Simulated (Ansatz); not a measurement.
A series of calculations on HfN

Part 1: Relaxation

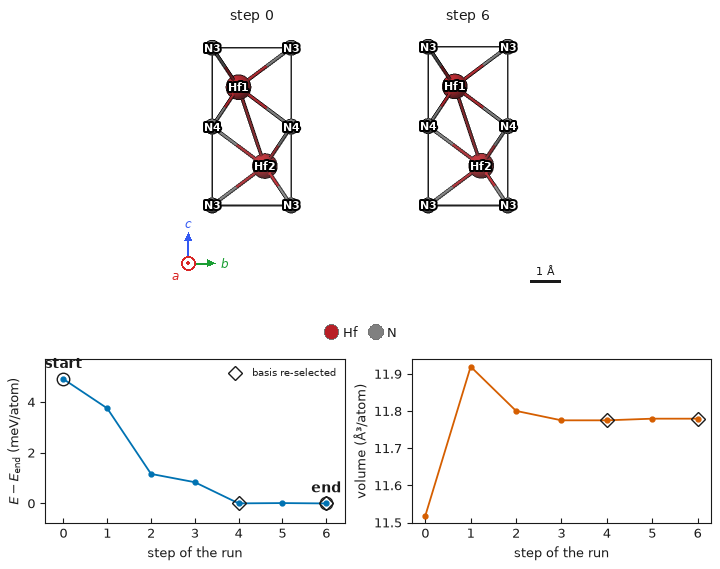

First and last geometry of a relaxation of crystalline HfN (set up in P6_3/mmc), with the history of the run. Style: ball-and-stick. Shown: the cell of the calculation, along the a axis.

Theory: Ansatz 0.2.0, DFT PBE, scalar-relativistic, plane waves, PAW.

The input:
```yaml
crystal:
  lattice:
    - [3.1339080219, 0.0, 0.0]
    - [-1.566954011, 2.7140439601, 0.0]
    - [0.0, 0.0, 5.41676772]
  atoms:
    - { symbol: Hf, position: [0.66666667, 0.33333333, 0.75] }
    - { symbol: Hf, position: [0.33333333, 0.66666667, 0.25] }
    - { symbol: "N", position: [0.0, 0.0, 0.0] }
    - { symbol: "N", position: [0.0, 0.0, 0.5] }
basis:
  ecutwfc: 420
kpoints:
  mp_grid: { grid: [18, 18, 8] }
hamiltonian:
  xc: pbe
scf:
  occupations: { method: gaussian, width: 0.1 }
output:
  forces: true
  stress: true
  eigenvalues: true
relax:
  adjacent_minimum: "off"
  f_tol: 0.005
  max_steps: 80
  cell: { stress_tol: 0.05 }
```

Command:
```bash
ansatz run input.yaml --threads 1 --pin off --max-ram 2560MiB --backend cpu --events-out ev --progress --plain --runs-dir out
```

Question: Did the run converge, and what did it change?

Answer: It converged. The atoms keep their places relative to the cell (all moves are under 0.005 Å). The drawn cell changes as follows: a = b 3.134 → 3.159 Å (+0.8 %), c 5.417 → 5.451 Å (+0.6 %); the volume changes by +2.3 %. Some distances before and after: Hf1–Hf1 3.134 → 3.159 Å, Hf1–Hf2 3.257 → 3.279 Å, Hf1–N3 2.260 → 2.277 Å. The space group stays P6_3/mmc (No. 194). After 4 accepted moves (6 points after the start) the energy has fallen by 4.9 meV per atom. All forces vanish by symmetry, so only the cell relaxes. The pressure goes from 6.09 to 0.00 GPa. The SCF was repeated twice at an unchanged geometry on a basis and grid sized afresh for the cell, which shifted the energy by 0.8 meV per atom at most.

Part 2: A change

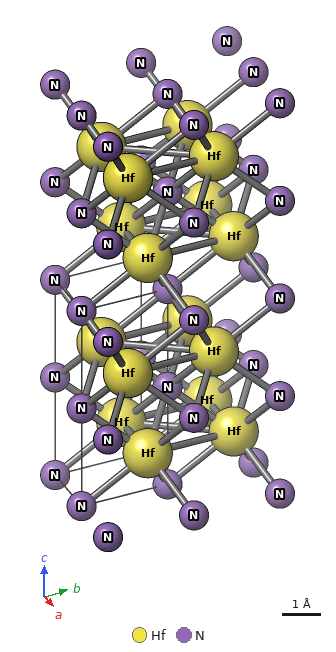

The starting point is solid HfN (set up in P6_3/mmc). The picture is a ball-and-stick view of the cell of the calculation, repeated 2 × 2 × 2 with one cell outlined, seen slightly off an axis.

Method: Ansatz 0.2.0, DFT PBE, scalar-relativistic, plane waves, PAW. (plane-wave cutoff 420 eV; k-point mesh 18 × 18 × 10; occupations gaussian; smearing width 0.1 eV; no spin polarisation)

The variant: Uniaxial strain along c, −2.0 %, is applied. The a and b axes and the atoms are relaxed.

Input file:
```yaml
crystal:
  lattice:
    - [3.1751667554, 0.0, 0.0]
    - [-1.5875833777, 2.7497750714, 0.0]
    - [0.0, 0.0, 5.3418062692]
  atoms:
    - { symbol: Hf, position: [0.6666666667, 0.3333333333, 0.75] }
    - { symbol: Hf, position: [0.3333333333, 0.6666666667, 0.25] }
    - { symbol: "N", position: [0.0, 0.0, 0.0] }
    - { symbol: "N", position: [0.0, 0.0, 0.5] }
basis:
  ecutwfc: 420
kpoints:
  mp_grid: { grid: [18, 18, 10] }
hamiltonian:
  xc: pbe
scf:
  occupations: { method: gaussian, width: 0.1 }
output:
  forces: true
  stress: true
  eigenvalues: true
relax:
  adjacent_minimum: "off"
  f_tol: 0.008
  max_steps: 40
  cell: { stress_tol: 0.015, fix: [c, angles] }
```

Command:
```bash
ansatz run input.yaml --threads 1 --pin off --max-ram 2560MiB --backend cpu --events-out ev --progress --plain --runs-dir out
```

Q: What does the calculation give for the changed structure?

A: It costs 7.7 meV per atom. Pressure: 0.0 GPa before, 3.5 GPa after. The principal stresses (compression positive) are 10.4 GPa along c and none across it. The drawn cell changes as follows: a = b 3.159 → 3.171 Å (+0.4 %), c 5.451 → 5.342 Å (−2.0 %); the volume changes by −1.3 %. No atom moves by more than 0.005 Å relative to the cell. Among the bonded contacts that change: Hf–Hf 3.279 → 3.238 Å, Hf–Hf 3.159 → 3.171 Å, Hf–N 2.277 → 2.266 Å. The space group stays P6_3/mmc (No. 194).

The changed structure in the same view:

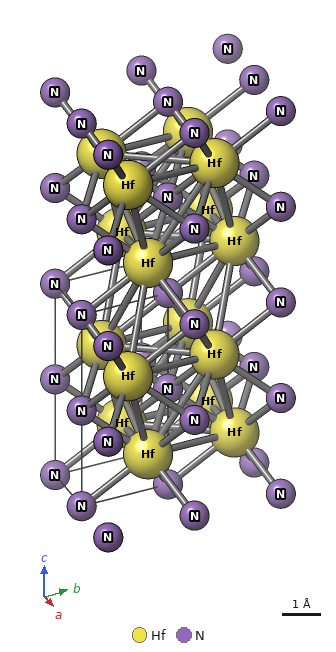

Part 3: Series

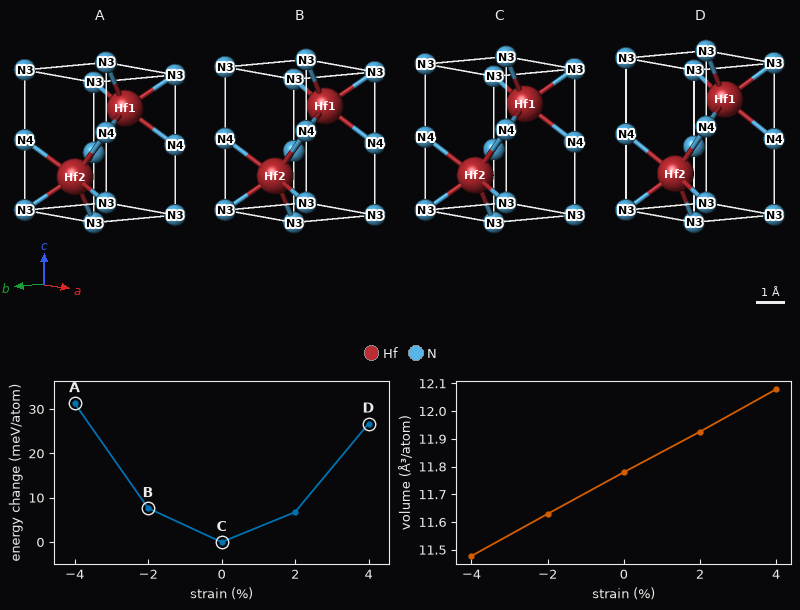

Members of a series of calculations on crystalline HfN (set up in P6_3/mmc), marked on the first curve. The picture is a ball-and-stick view of the cell of the calculation, seen from a free direction.

Theory: Ansatz, DFT PBE, scalar-relativistic, plane waves, PAW. (plane-wave cutoff 420 eV; k-point mesh 18 × 18 × 10; occupations gaussian; smearing width 0.1 eV; no spin polarisation)

Which kind of strain is it, and how does the structure respond?

Uniaxial strain along c; a, b and atoms relaxed. A (strain −4.0 %): energy change 31.3 meV/atom, volume 11.48 Å³ per atom. B (strain −2.0 %): energy change 7.7 meV/atom, volume 11.63 Å³ per atom. C (strain 0.0 %): energy change 0.0 meV/atom, volume 11.78 Å³ per atom. D (strain 4.0 %): energy change 26.7 meV/atom, volume 12.08 Å³ per atom. The rest compares A with D. The drawn cell changes as follows: a = b 3.183 → 3.137 Å (−1.4 %), c 5.233 → 5.669 Å (+8.3 %); the volume changes by +5.2 %. Near-neighbour distances before and after: Hf–Hf 3.197 → 3.364 Å, Hf–Hf 3.183 → 3.137 Å, Hf–N 2.256 → 2.300 Å.
